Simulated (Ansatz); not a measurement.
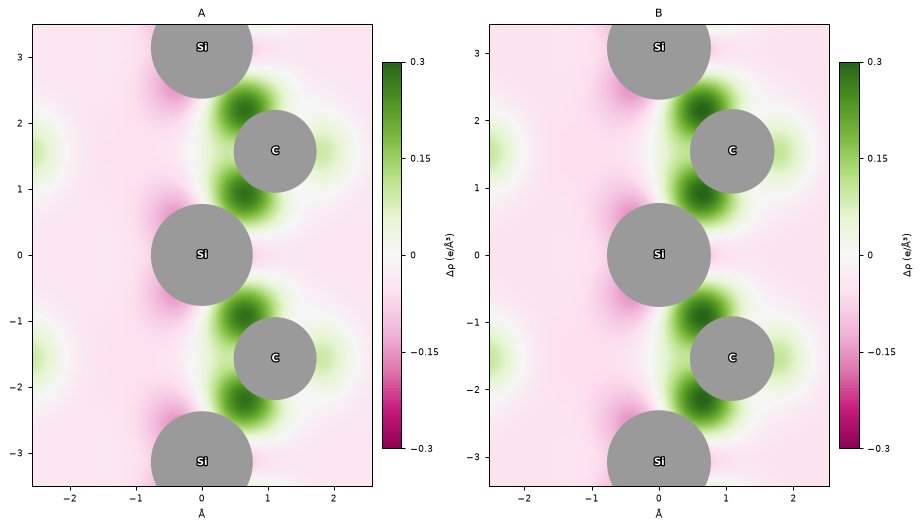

SiC: deformation density on the (110) plane of the conventional cell at two volumes, with the same fractional coordinates and one colour scale. Grey discs cover the cores. Panel A has 106 % of the volume of panel B.

Space group F-43m.

Method: Ansatz 0.2.0, DFT PBE, scalar-relativistic, plane waves, PAW.

**What changes between the database cell and the scaled one?**

The pressure is 3.3 GPa in B and −8.5 GPa in A. Bader charges in B: Si +2.77 and C −2.77 e; in A: Si +2.69 and C −2.69 e. The rearranged charge is 0.33 e an atom in B and 0.32 e in A.

Run times: 16 s (base cell) and 15 s (scaled cell), on 2 threads of Arm Neoverse N1, with other jobs on the host.
